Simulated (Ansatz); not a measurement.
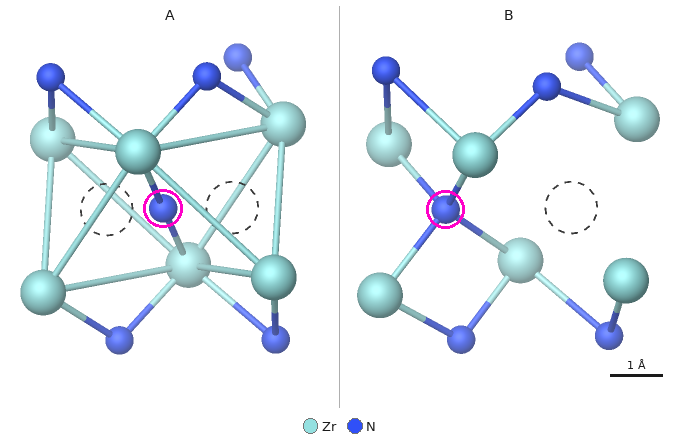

A vacancy jump of nitrogen in Zr$_{3}$N$_{4}$ (R-3m phase), in a cell of charge +3 (on a uniform background) with 20 atoms, whose images lie 6.0 Å apart. One frame is the relaxed vacancy; in the other the neighbouring N atom (ringed) was set half-way along its jump of 2.65 Å and all atoms were relaxed in the symmetry of that start. Dashed circles mark empty sites. The picture is a ball-and-stick view of the slice 3.8 Å thick through the jump, out to 3.7 Å from its middle, seen across the jump.

The calculation used DFT PBE, scalar-relativistic, plane waves, PAW in Ansatz. (plane-wave cutoff 420 eV; k-point mesh 4 × 4 × 4; occupations gaussian; smearing width 0.05 eV; no spin polarisation; atoms relaxed in a fixed cell; force threshold 0.02 eV/Å).

Question: What does the half-way point cost?

Answer: Frame A is the half-way start after relaxation. It lies 1.20 eV above the relaxed vacancy. The atom stays half-way, on the straight line. The symmetry of the start was kept and can hold it there, so for a path with one hump at the middle this is the barrier or an upper bound to it. There it has 2 Zr as nearest neighbours, the closest at 2.01 Å. The gap on the mesh is 1.04 eV with the relaxed vacancy and 0.88 eV half-way.

Limits of the set-up: the periodic images lie only 6.0 Å apart, so the values are limited by the cell's size; the cell is charged, on a uniform background, and energies carry no finite-size correction.
